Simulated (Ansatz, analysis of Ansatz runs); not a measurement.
# Local vibrational mode of the bond-centred H+ along c in ZnO (r2SCAN)

Subject: bond-centred H+ along c in ZnO. Wanted: its local vibrational mode, in one set-up (r2SCAN, 72-site cell, r2SCAN lattice, 500 eV, k: the single point 1/4 1/4 1/4). The model is a cell of 72 host atoms with 1 H put in. The frequencies come from force constants among the defect atom and its neighbours, with the masses of the isotopes named. A meta-GGA costs about twice a GGA and mends lattice constants and part of the gap.

What was measured. O-H stretch, 1H: 3611.3 cm⁻¹ at 10 K, by IR absorption (quoted in “Hydrogen and Related Defects in Oxide Semiconductors”, 2012, M. C. Tarun, 2012 (Ph.D. dissertation, Washington State University), quoting earlier work (2002)). O-D stretch, 2H: 2668 cm⁻¹ at 9 K, by FTIR absorption (quoted in “Hydrogen-related defects in hydrothermally grown ZnO studied by Fourier Transform Infrared Spectroscopy”, 2010, Halvard Haug, quoting earlier work (2005)). The runs below try to reproduce this.

Calculated with Ansatz 0.2.0; plane-wave PAW DFT, r2SCAN; relaxation of all atoms of a defect supercell.

### Step 1. The starting structure

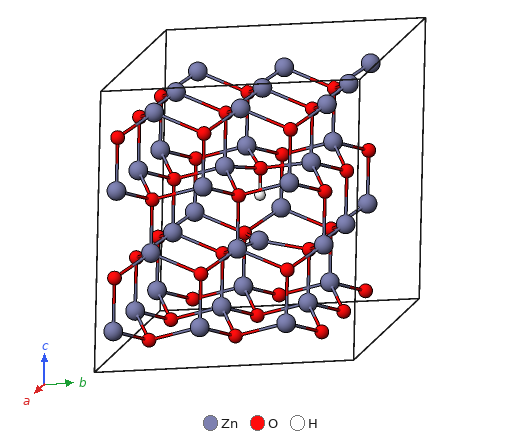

The cell as given, slightly off an axis (zinc blue, oxygen red, hydrogen white).

The cell holds 73 atoms: 36 Zn, 36 O and 1 H. Cell: a = 9.706 Å, b = 9.706 Å, c = 10.422 Å, α = 90.0°, β = 90.0°, γ = 120.0°. It derives from ZnO (space group P6_3mc). Nearest the centre at fractional (0.444, 0.556, 0.369): H73 at 0.00 Å, O36 at 0.99 Å, Zn33 at 1.69 Å, Zn14 at 2.32 Å, Zn46 at 2.32 Å, Zn38 at 2.32 Å, O11 at 2.64 Å, O43 at 2.64 Å. The cell carries charge +1.

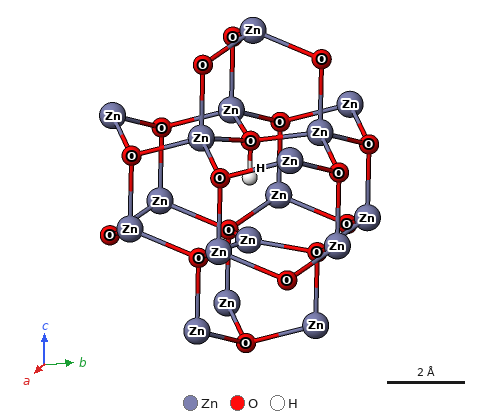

The atoms within 5 Å of the centre.

The host's primitive cell comes from a first run (plane-wave PAW DFT, r2SCAN; relaxation of the host's cell and atoms): vectors of 3.235, 3.235 and 5.211 Å. That is 11.81 Å³ an atom, 0.8 % under the diffraction cell's volume. The supercell is built on it.

### Step 2. Relaxation, charge +1

Every later number rests on the structure around the defect, so the atoms are relaxed at the host's lattice first.

File relax/input.yaml:

```yaml
relax:
  f_tol: 0.01
  max_steps: 80
  random_displacement: { amplitude: 0.02, seed: 903 }
crystal:
  lattice:
    - [9.70585879, 0.0, 0.0]
    - [-4.8529294, 8.40552028, 0.0]
    - [0.0, 0.0, 10.42205777]
  atoms:
    - { symbol: Zn, position: [0.111111111, 0.222222222, 0.249833671] }
    - { symbol: Zn, position: [0.222222222, 0.111111111, -0.000166329] }
    - { symbol: O, position: [0.222222222, 0.111111111, 0.189671329] }
    - { symbol: O, position: [0.111111111, 0.222222222, 0.439671329] }
    - { symbol: Zn, position: [0.111111111, 0.222222222, 0.749833671] }
    - { symbol: Zn, position: [0.222222222, 0.111111111, 0.499833671] }
    - { symbol: O, position: [0.222222222, 0.111111111, 0.689671329] }
    - { symbol: O, position: [0.111111111, 0.222222222, 0.939671329] }
    - { symbol: Zn, position: [0.111111111, 0.555555556, 0.249833671] }
    - { symbol: Zn, position: [0.222222222, 0.444444444, -0.000166329] }
    - { symbol: O, position: [0.222222222, 0.444444444, 0.189671329] }
    - { symbol: O, position: [0.111111111, 0.555555556, 0.439671329] }
    - { symbol: Zn, position: [0.111111111, 0.555555556, 0.749833671] }
    - { symbol: Zn, position: [0.222222222, 0.444444444, 0.499833671] }
    - { symbol: O, position: [0.222222222, 0.444444444, 0.689671329] }
    - { symbol: O, position: [0.111111111, 0.555555556, 0.939671329] }
    - { symbol: Zn, position: [0.111111111, 0.888888889, 0.249833671] }
    - { symbol: Zn, position: [0.222222222, 0.777777778, -0.000166329] }
    - { symbol: O, position: [0.222222222, 0.777777778, 0.189671329] }
    - { symbol: O, position: [0.111111111, 0.888888889, 0.439671329] }
    - { symbol: Zn, position: [0.111111111, 0.888888889, 0.749833671] }
    - { symbol: Zn, position: [0.222222222, 0.777777778, 0.499833671] }
    - { symbol: O, position: [0.222222222, 0.777777778, 0.689671329] }
    - { symbol: O, position: [0.111111111, 0.888888889, 0.939671329] }
    - { symbol: Zn, position: [0.444444444, 0.222222222, 0.249833671] }
    - { symbol: Zn, position: [0.555555556, 0.111111111, -0.000166329] }
    - { symbol: O, position: [0.555555556, 0.111111111, 0.189671329] }
    - { symbol: O, position: [0.444444444, 0.222222222, 0.439671329] }
    - { symbol: Zn, position: [0.444444444, 0.222222222, 0.749833671] }
    - { symbol: Zn, position: [0.555555556, 0.111111111, 0.499833671] }
    - { symbol: O, position: [0.555555556, 0.111111111, 0.689671329] }
    - { symbol: O, position: [0.444444444, 0.222222222, 0.939671329] }
    - { symbol: Zn, position: [0.444444444, 0.555555556, 0.206656017] }
    - { symbol: Zn, position: [0.555555556, 0.444444444, -0.000166329] }
    - { symbol: O, position: [0.555555556, 0.444444444, 0.189671329] }
    - { symbol: O, position: [0.444444444, 0.555555556, 0.463658915] }
    - { symbol: Zn, position: [0.444444444, 0.555555556, 0.749833671] }
    - { symbol: Zn, position: [0.555555556, 0.444444444, 0.499833671] }
    - { symbol: O, position: [0.555555556, 0.444444444, 0.689671329] }
    - { symbol: O, position: [0.444444444, 0.555555556, 0.939671329] }
    - { symbol: Zn, position: [0.444444444, 0.888888889, 0.249833671] }
    - { symbol: Zn, position: [0.555555556, 0.777777778, -0.000166329] }
    - { symbol: O, position: [0.555555556, 0.777777778, 0.189671329] }
    - { symbol: O, position: [0.444444444, 0.888888889, 0.439671329] }
    - { symbol: Zn, position: [0.444444444, 0.888888889, 0.749833671] }
    - { symbol: Zn, position: [0.555555556, 0.777777778, 0.499833671] }
    - { symbol: O, position: [0.555555556, 0.777777778, 0.689671329] }
    - { symbol: O, position: [0.444444444, 0.888888889, 0.939671329] }
    - { symbol: Zn, position: [0.777777778, 0.222222222, 0.249833671] }
    - { symbol: Zn, position: [0.888888889, 0.111111111, -0.000166329] }
    - { symbol: O, position: [0.888888889, 0.111111111, 0.189671329] }
    - { symbol: O, position: [0.777777778, 0.222222222, 0.439671329] }
    - { symbol: Zn, position: [0.777777778, 0.222222222, 0.749833671] }
    - { symbol: Zn, position: [0.888888889, 0.111111111, 0.499833671] }
    - { symbol: O, position: [0.888888889, 0.111111111, 0.689671329] }
    - { symbol: O, position: [0.777777778, 0.222222222, 0.939671329] }
    - { symbol: Zn, position: [0.777777778, 0.555555556, 0.249833671] }
    - { symbol: Zn, position: [0.888888889, 0.444444444, -0.000166329] }
    - { symbol: O, position: [0.888888889, 0.444444444, 0.189671329] }
    - { symbol: O, position: [0.777777778, 0.555555556, 0.439671329] }
    - { symbol: Zn, position: [0.777777778, 0.555555556, 0.749833671] }
    - { symbol: Zn, position: [0.888888889, 0.444444444, 0.499833671] }
    - { symbol: O, position: [0.888888889, 0.444444444, 0.689671329] }
    - { symbol: O, position: [0.777777778, 0.555555556, 0.939671329] }
    - { symbol: Zn, position: [0.777777778, 0.888888889, 0.249833671] }
    - { symbol: Zn, position: [0.888888889, 0.777777778, -0.000166329] }
    - { symbol: O, position: [0.888888889, 0.777777778, 0.189671329] }
    - { symbol: O, position: [0.777777778, 0.888888889, 0.439671329] }
    - { symbol: Zn, position: [0.777777778, 0.888888889, 0.749833671] }
    - { symbol: Zn, position: [0.888888889, 0.777777778, 0.499833671] }
    - { symbol: O, position: [0.888888889, 0.777777778, 0.689671329] }
    - { symbol: O, position: [0.777777778, 0.888888889, 0.939671329] }
    - { symbol: H, position: [0.444444001, 0.555555999, 0.368595329] }
total_charge: 1
basis:
  ecutwfc: 500
  xc_grid: 2
hamiltonian:
  xc: r2scan
kpoints:
  mp_grid: { grid: [1, 1, 1], shift: [0.25, 0.25, 0.25] }
scf:
  occupations: { method: fermi_dirac, width: 0.01 }
  max_iter: 120
output:
  forces: true
checkpoint:
  write: "../relax.run"
  compress: false
  write_wavefunctions: true
  write_every: 100000
```

Started as:

```console
> ansatz run input.yaml --threads 2 --pin off --max-ram 4710MiB --backend cpu --events-out ev --progress --plain --runs-dir out
```

Numbers of over 12 decimals in the logs are rounded to 6 here.

What it wrote:

```text
[... repeated set-up lines and file paths are left out, and long positions are rounded to six places ...]
Engine: ansatz 0.2.0, aarch64-unknown-linux-gnu
Pseudopotentials: kind: paw
Pseudopotential: Zn, paw, valence charge 12, recommended cutoff 500 eV (meta_gga), Zn.paw.azcp
Pseudopotential: O, paw, valence charge 6, recommended cutoff 500 eV (meta_gga), O.paw.azcp
Pseudopotential: H, paw, valence charge 1, recommended cutoff 500 eV (meta_gga), H.paw.azcp
Functional definition: r2SCAN
  parameter k0 = 0.174
  parameter k1 = 0.065
  parameter a1 = 4.9479
  exchange = r2scan_x(k0 = k0, k1 = k1, a1 = a1)
  correlation = r2scan_c
Crystal: 73 atoms, lattice volume = 850.261 Å³
Basis set: ecut = 500 eV, 21585 PW (Γ), exchange–correlation on 144×144×160 points (8 copies of the dense FFT grid, shifted against one another)
Bands: 397, of which v1, the nominal top of the filled ones, is band 324 counted from 1 (323 counted from 0)
Symmetry: 1 space group operations
k-points: 1
Non-local potential: Zn, projectors of the file, l = 0: 2, l = 1: 2, l = 2: 3, l = 3: 1
Non-local potential: O, projectors of the file, l = 0: 2, l = 1: 2, l = 2: 1
Non-local potential: H, projectors of the file, l = 0: 2, l = 1: 1
PAW form: soft (Blöchl's): semilocal exchange-correlation on the pseudo side does not see the compensation charge
PAW frozen core: Zn, regenerated for the run's functional (the file was generated under x = pbe(κ = 0.804, μ = 0.219515), c = pbe(β = 0.066725))
PAW frozen core: O, regenerated for the run's functional (the file was generated under x = pbe(κ = 0.804, μ = 0.219515), c = pbe(β = 0.066725))
PAW one-centre angular grid: Zn, 590 points (default); XC on 261 of its mesh's 2673 points in the sphere
PAW one-centre angular grid: O, 302 points (default); XC on 160 Gauss nodes
PAW one-centre angular grid: H, 302 points (default); XC on 160 Gauss nodes
Initial density: superposition of atomic densities (neutral atoms scaled as one to the charged cell's electrons: chi_scale 0, normalization atom), corrected by the library's trained network
Initial wavefunctions: pseudopotential atomic-orbital guess
Functional: x = r2scan, c = r2scan; τ floored in thin density (d = 2e-4 eV/Å³)
SCF iter   1: F=—  HF=-140240.957468 eV  |F-HF|=—  |Δ(HF+E_count)|=         —  Δρ=2.73e-2  dr2=3.22e0  dr2_τ=1.84e0  ethr=1.77e-3  ⟨swp⟩=6.0  Hψ=1475  notcnv=0  defer=6
preconditioner: auto → Resta (q_TF=auto, 2.608 Å⁻¹)  ε∞=6.5  [insulator: Δε(μ)=2.818 eV  Ē_g=13.829 eV  σ=0.010 eV  W_gap=1.00  n_scr=242 (ndim 8)  ℏωp=32.4 eV  f_vac=0.033  D(μ)=0.00/eV (n_scr^D=0)  ε∞_Penn≈6.5]
SCF iter   2: F=—  HF=-140240.809185 eV  |F-HF|=—  |Δ(HF+E_count)|=   1.48e-1  Δρ=5.68e-3  dr2=2.33e-1  dr2_τ=1.87e-2  ethr=4.96e-4  ⟨swp⟩=2.0  Hψ=751  notcnv=0  defer=66
SCF iter   3: F=—  HF=-140240.698686 eV  |F-HF|=—  |Δ(HF+E_count)|=   1.10e-1  Δρ=5.64e-3  dr2=1.59e-1  dr2_τ=4.12e-3  ethr=3.60e-5  ⟨swp⟩=2.0  Hψ=625  notcnv=0  defer=66
SCF iter   4: F=—  HF=-140240.651486 eV  |F-HF|=—  |Δ(HF+E_count)|=   4.72e-2  Δρ=8.14e-4  dr2=4.79e-3  dr2_τ=5.40e-4  ethr=2.45e-5  ⟨swp⟩=2.0  Hψ=626  notcnv=0  defer=66
SCF iter   5: F=—  HF=-140240.655413 eV  |F-HF|=—  |Δ(HF+E_count)|=   3.93e-3  Δρ=4.84e-4  dr2=1.29e-3  dr2_τ=8.61e-5  ethr=7.38e-7  ⟨swp⟩=2.0  Hψ=662  notcnv=0  defer=66
SCF iter   6: F=—  HF=-140240.657019 eV  |F-HF|=—  |Δ(HF+E_count)|=   1.61e-3  Δρ=3.30e-4  dr2=5.54e-4  dr2_τ=1.63e-5  ethr=1.98e-7  ⟨swp⟩=3.0  Hψ=667  notcnv=0  defer=66
SCF iter   7: F=—  HF=-140240.656625 eV  |F-HF|=—  |Δ(HF+E_count)|=   3.94e-4  Δρ=6.42e-5  dr2=3.95e-5  dr2_τ=1.15e-6  ethr=8.55e-8  ⟨swp⟩=3.0  Hψ=792  notcnv=0  defer=66
SCF iter   8: F=—  HF=-140240.656654 eV  |F-HF|=—  |Δ(HF+E_count)|=   2.89e-5  Δρ=4.01e-5  dr2=1.13e-5  dr2_τ=1.53e-6  ethr=6.10e-9  ⟨swp⟩=2.0  Hψ=655  notcnv=0  defer=66
SCF iter   9: F=-140240.656652 eV  HF=-140240.656653 eV  |F-HF|=5.64e-7  |Δ(HF+E_count)|=   8.51e-7  Δρ=1.15e-5  dr2=1.41e-6  dr2_τ=5.37e-8  ethr=3.86e-10  ⟨swp⟩=3.0  Hψ=1588  notcnv=0
SCF 1 converged in 9 iterations: F = -140240.656652 eV  dr2 = 1.41e-6
  greatest PAW one-centre occupation: 0.988 electrons in one spin orbital (limit 2), on the Zn atom at site 32 (counted from 0), in its partial waves of l = 2
relax step   1: F+E_penalty+E_count = -140240.65665228 eV  Δ(F+E_penalty+E_count) = +0.000e0 eV  max|allowed force component| = 2.344e0 eV/Å  Δτ_max = 0.0000 Å  (9 SCF iters, dr2 threshold 2.50e-6 eV, accepted)
[... the SCF cycles and remarks between the steps are left out from here to the last step ...]
relax step   2: F+E_penalty+E_count = -140241.26644974 eV  Δ(F+E_penalty+E_count) = -6.098e-1 eV  max|allowed force component| = 1.323e0 eV/Å  Δτ_max = 0.1002 Å  (6 SCF iters, dr2 threshold 1.00e-4 eV, accepted)
relax step   3: F+E_penalty+E_count = -140241.52545601 eV  Δ(F+E_penalty+E_count) = -2.590e-1 eV  max|allowed force component| = 3.942e0 eV/Å  Δτ_max = 0.2000 Å  (6 SCF iters, dr2 threshold 1.00e-4 eV, accepted)
relax step   4: F+E_penalty+E_count = -140241.66542576 eV  Δ(F+E_penalty+E_count) = -1.400e-1 eV  max|allowed force component| = 2.502e-1 eV/Å  Δτ_max = 0.0559 Å  (5 SCF iters, dr2 threshold 1.00e-4 eV, accepted)
relax step   5: F+E_penalty+E_count = -140241.66212086 eV  Δ(F+E_penalty+E_count) = +3.305e-3 eV  max|allowed force component| = 2.331e-1 eV/Å  Δτ_max = 0.0486 Å  (7 SCF iters, dr2 threshold 3.91e-6 eV, rejected (line search))
relax step   6: F+E_penalty+E_count = -140241.67064738 eV  Δ(F+E_penalty+E_count) = -5.222e-3 eV  max|allowed force component| = 6.249e-2 eV/Å  Δτ_max = 0.0243 Å  (9 SCF iters, accepted)
relax step   7: F+E_penalty+E_count = -140241.67087938 eV  Δ(F+E_penalty+E_count) = -2.320e-4 eV  max|allowed force component| = 9.445e-3 eV/Å  Δτ_max = 0.0060 Å  (6 SCF iters, dr2 threshold 2.44e-7 eV, accepted)
iter 1 solved again at ethr=2.69e-11 eV; its pass at ethr=3.10e-3 eV (dr2=1.75e-7 eV) is discarded
SCF iter   1: F=—  HF=-140241.670879 eV  |F-HF|=—  |Δ(HF+E_count)|=         —  Δρ=4.14e-6  dr2=1.74e-7  dr2_τ=6.19e-9  ethr=2.69e-11  ⟨swp⟩=1.0  Hψ=1103  notcnv=0  defer=67
SCF iter   2: F=-140241.670879 eV  HF=-140241.670879 eV  |F-HF|=1.57e-9  |Δ(HF+E_count)|=   9.14e-9  Δρ=2.32e-6  dr2=6.73e-8  dr2_τ=1.97e-9  ethr=1.54e-11  ⟨swp⟩=3.0  Hψ=1628  notcnv=0
SCF 8 converged in 2 iterations: F = -140241.670879 eV  dr2 = 6.73e-8
relax step   8: F+E_penalty+E_count = -140241.67087944 eV  Δ(F+E_penalty+E_count) = -5.867e-8 eV  max|allowed force component| = 9.396e-3 eV/Å  Δτ_max = 0.0000 Å  (2 SCF iters, accepted)
NSCF: frozen V_eff on 1 k-points
the band table was solved once a step of the walk had ended and its energy, with any forces and stress, was formed, with the checks that follow a solve (1330 applications of the Hamiltonian). They found nothing against the state; [...]
iter 1 solved again at ethr=1.04e-11 eV; its pass at ethr=3.10e-3 eV (dr2=6.73e-8 eV) is discarded
SCF iter   1: F=—  HF=-140241.670879 eV  |F-HF|=—  |Δ(HF+E_count)|=         —  Δρ=2.32e-6  dr2=6.73e-8  dr2_τ=1.97e-9  ethr=1.04e-11  ⟨swp⟩=1.0  Hψ=1103  notcnv=0
SCF iter   2: F=-140241.670879 eV  HF=-140241.670879 eV  |F-HF|=2.27e-9  |Δ(HF+E_count)|=   6.96e-9  Δρ=1.58e-6  dr2=3.15e-8  dr2_τ=6.32e-10  ethr=1.04e-11  ⟨swp⟩=4.0  Hψ=1251  notcnv=0
SCF 9 converged in 2 iterations: F = -140241.670879 eV  dr2 = 3.15e-8
NSCF: frozen V_eff on 1 k-points
the band table was solved once a step of the walk had ended and its energy, with any forces and stress, was formed, with the checks that follow a solve (1093 applications of the Hamiltonian). They found nothing against the state; [...]
SCF converged after 2 iterations
Free energy (F): -140241.670879 eV
Harris-Foulkes:  -140241.670879 eV  (|F-HF|=2.27e-9)
Internal energy: -140241.670879 eV  (E = F + TS)
E sigma→0 (E₀):  -140241.670879 eV
Fermi energy:    8.186110 eV
--- Per-component energies (eV) ---
  E_band       = 886.399461
  E_kinetic    = 11037.907710
  E_local      = -72413.886365  (includes V_loc(G=0)·N_el)
  E_nonlocal   = 24160.745296
  E_hartree    = 29903.866543
  E_xc         = -7072.469624
  E_vxc        = -5687.860846  (∫ρ·V_xc dr)
  E_paw        = -72517.766671  (= ΣΔE_a)
  E_vpaw       = -16363.235645  (= ΣTr[D̂ρ^β])
  E_aug_tail   = 0.032763  (compensation charges beyond the density's cutoff)
  E_vtau       = 344.964570  (kinetic-family band-sum trace: ∫τ·v_τ [+ j·A + Jᵃ·Aᵃ] dr)
  E_ewald      = -53332.376386
  E_core_change = -7.724147  (= ΣΔE_core)
  E_smearing   = -0.000000  (= −TS)
  E_closure    = -0.000000  (closes the sum)
  E_deformation_potential = 14.206052  (in the stress; not in F)
  Σ components = -140241.670879   (vs F -140241.670879, Δ=0.00e0)
--- Forces (eV/Å), atoms counted from 1 ---
  atom   1  Zn    -0.00373464    -0.00322023    -0.00133167
  atom   2  Zn     0.00479879     0.00188625    -0.00389629
  [... 8 atoms left out ...]
  atom  11  O      0.00388462     0.00105925     0.00119883
  atom  12  O     -0.00118504    -0.00064410    -0.00258232
  [... 1 atom left out ...]
  atom  14  Zn     0.00206977     0.00100378    -0.00051475
  [... 18 atoms left out ...]
  atom  33  Zn    -0.00005782    -0.00078164    -0.01137027
  [... 1 atom left out ...]
  atom  35  O     -0.00286429     0.00129047     0.00046713
  atom  36  O     -0.00038539     0.00135092     0.00267251
  [... 1 atom left out ...]
  atom  38  Zn     0.00516027     0.00279728    -0.00166727
  [... 4 atoms left out ...]
  atom  43  O      0.00078685    -0.00269489     0.00362290
  [... 2 atoms left out ...]
  atom  46  Zn     0.00307876     0.00321268    -0.00146149
  [... 26 atoms left out ...]
  atom  73  H     -0.00048452     0.00165135    -0.00772761
  max |Σ_I F_I| component: 1.43e-1 eV/Å
--- Band table (eV) ---
  k-point 0: bands = ["-14.0336", "-12.0531", "-11.9445", "-11.8958", [... 389 left out ...] "17.8257", "17.8428", "17.8873", "17.9340"]
--- Relaxed structure (8 steps of the walk, 7 accepted, 0 SCFs on fresh bases) ---
  F+E_penalty+E_count = -140241.67087944 eV   max|allowed force component| = 9.396e-3 eV/Å
  atoms:
    - { symbol: Zn, position: [0.110743, 0.221829, 0.250604] }
    - { symbol: Zn, position: [0.221115, 0.108918, 0.001249] }
    [... 8 atoms left out ...]
    - { symbol: O, position: [0.217744, 0.442320, 0.185677] }
    - { symbol: O, position: [0.111947, 0.554913, 0.440375] }
    [... 1 atom left out ...]
    - { symbol: Zn, position: [0.208168, 0.436990, 0.510481] }
    [... 18 atoms left out ...]
    - { symbol: Zn, position: [0.444013, 0.555813, 0.172452] }
    [... 1 atom left out ...]
    - { symbol: O, position: [0.557174, 0.442674, 0.185795] }
    - { symbol: O, position: [0.444227, 0.555021, 0.463871] }
    [... 1 atom left out ...]
    - { symbol: Zn, position: [0.562359, 0.436916, 0.510677] }
    [... 4 atoms left out ...]
    - { symbol: O, position: [0.557437, 0.782072, 0.185581] }
    [... 2 atoms left out ...]
    - { symbol: Zn, position: [0.562299, 0.791029, 0.510355] }
    [... 26 atoms left out ...]
    - { symbol: H, position: [0.444306, 0.554517, 0.371316] }
```

Wall time 9.3 min (2 threads of Arm Neoverse V1, shared host); peak memory 2.7 GiB.

(Continued in part 2 of 2.)

[Logs are printed without paths, hosts, clocks, repeated set-up lines and the standing remarks that a program may print on its own settings, such as how far it seeks lower states.]

[Hosts, paths, dates, database ids (printed as entryN), source tags and the programs' standing remarks are cut or masked in the printed files.]

[For some hosts the program warned that the k-mesh of the response run may be too coarse for force constants and the static dielectric constant; such warnings are not shown here.]
